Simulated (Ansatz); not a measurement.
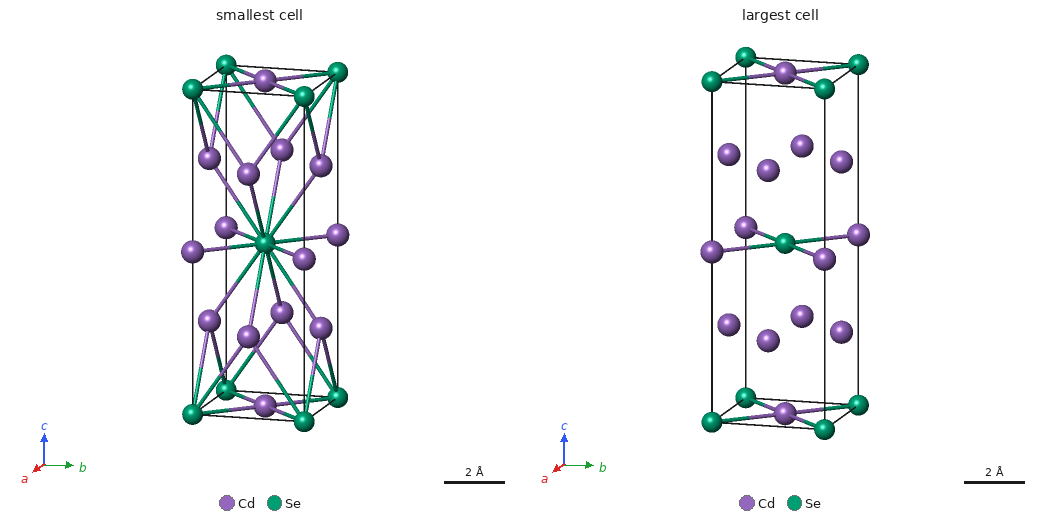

Cd₃Se, space group I4/mmm (No. 139), relaxed (cell and atoms, zero pressure) with four choices of dispersion term on top of PBEsol; the smallest and the largest of the relaxed conventional cells are drawn to one scale (sticks follow a distance rule). The start was a structure listed in the Materials Project. It needn't be the stable form of this composition.

Alike in all runs: Ansatz 0.2.0; functional PBEsol; potentials Ansatz PAW; cutoff 420 eV; k mesh 9 × 9 × 9 on the run's cell of 4 atoms; occupations fermi-dirac, width 0.05 eV; no spin polarisation; no spin-orbit coupling. All runs are metallic.

| level | volume (Å³/atom) | a (Å) | c (Å) |
| --- | --- | --- | --- |
| D3(BJ) | 21.64 | 3.926 | 11.228 |
| none | 23.10 | 3.964 | 11.760 |
| D3(BJ)-ATM | ? | ? | ? |
| D4 | 22.23 | 3.942 | 11.441 |

Fill in the row of D3(BJ)-ATM.

Answer. Volume 21.85 Å³/atom; a 3.933 Å; c 11.302 Å. That is between D3(BJ) and D4 in volume.

Order the levels by the relaxed volume, smallest first.

Answer. D3(BJ) (21.64 Å³/atom), D3(BJ)-ATM (21.85 Å³/atom), D4 (22.23 Å³/atom), none (23.10 Å³/atom). Rows within a few tenths of a per cent can't be told apart.

Caveat: semilocal functionals underestimate gaps, so a compound with a small gap can come out metallic; the plane-wave basis is chosen anew once the cell has moved, so the energies of steps on either side of that aren't comparable; the relaxed volumes lie -15 to -9 % from the starting cell; pairwise dispersion terms can overbind metals strongly.
